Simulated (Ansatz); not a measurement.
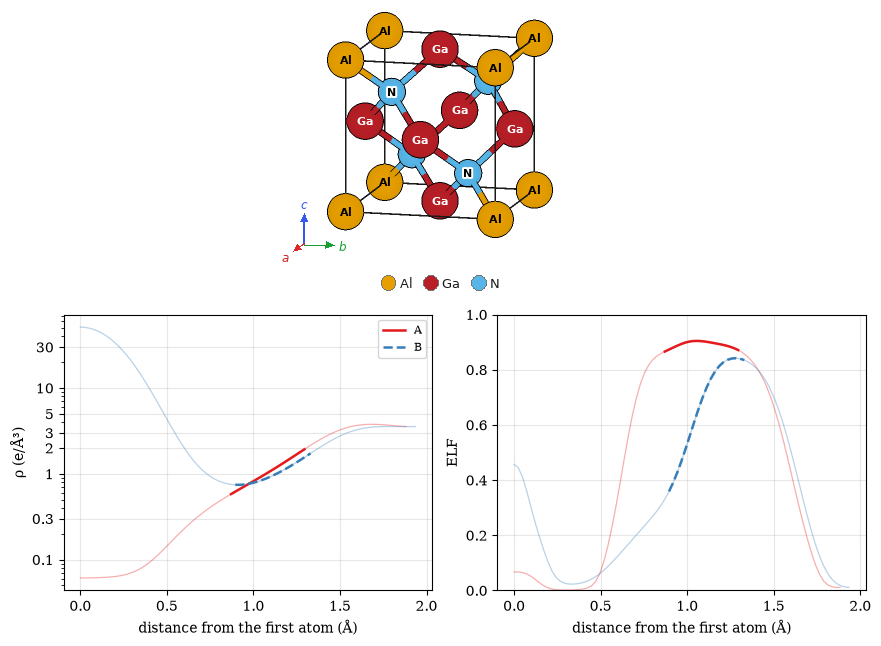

AlGa₃N₄. Valence electron density and electron localisation function along straight lines between neighbouring atoms. Thin, pale parts lie inside the atomic spheres. The structure is drawn too.

Space group P-43m; a structure from a database of computed crystals, not necessarily the ambient phase; changed on purpose from its base cell (volume × 0.98, shape and atoms relaxed); computed pressure about 4 GPa in this cell.

Method: DFT PBEsol, scalar-relativistic, plane waves, PAW in Ansatz.

Core electrons are frozen (PAW), and the valence fields are smoothed inside the atomic spheres.

> Which curve belongs to which contact (Al–N and Ga–N)? The first atom named is at distance zero.

Curve A: Al–N (1.88 Å): ρ at the midpoint is about 0.7 e/Å³; the ELF peaks at about 0.90 between the atoms, as expected for a shared but strongly polarised pair. Curve B: Ga–N (1.93 Å): ρ at the midpoint is about 0.76 e/Å³; the ELF peaks at about 0.85 in the valence shell of N, 0.7 Å from its nucleus, and is about 0.45 at the midpoint.
